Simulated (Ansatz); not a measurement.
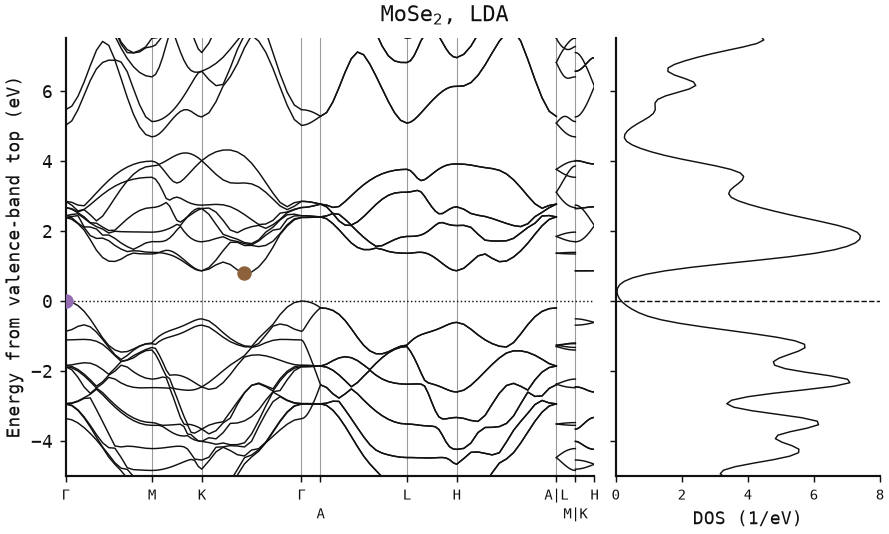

Band structure and density of states of MoSe2, space group P6_3/mmc, 6 atoms in the cell (a = 3.288 Å, c = 12.900 Å (hexagonal axes)). Ansatz; LDA, Ansatz PAW, no spin polarisation, no spin-orbit coupling, 9×9×2 k mesh, 420 eV cutoff, Fermi-Dirac smearing of 0.05 eV. Energies are counted from the top of the valence band. The DOS curve is built from the levels of the k mesh with Gaussians 0.55 eV wide, which also blur the band edges; ripples of that width can come from the mesh.

The material is gapped. The gap along this path is 0.80 eV and indirect, from the valence-band top at Γ to the conduction-band bottom between K and Γ; the smallest direct gap is 1.37 eV, at K. At K the lowest conduction band lies only 0.07 eV higher. The top valence level at Γ is a single band, not degenerate (spin aside). The top valence band spans 1.5 eV and the lowest conduction band 1.6 eV. The direct gaps are 2.60 eV at A, 1.48 eV at H and 2.63 eV at L.

The cell's inner coordinates are idealised or old. Spin-orbit coupling is left out, which matters for Mo and Se. The PAW data sets were made with another functional. LDA, GGA and most meta-GGA functionals understate gaps.
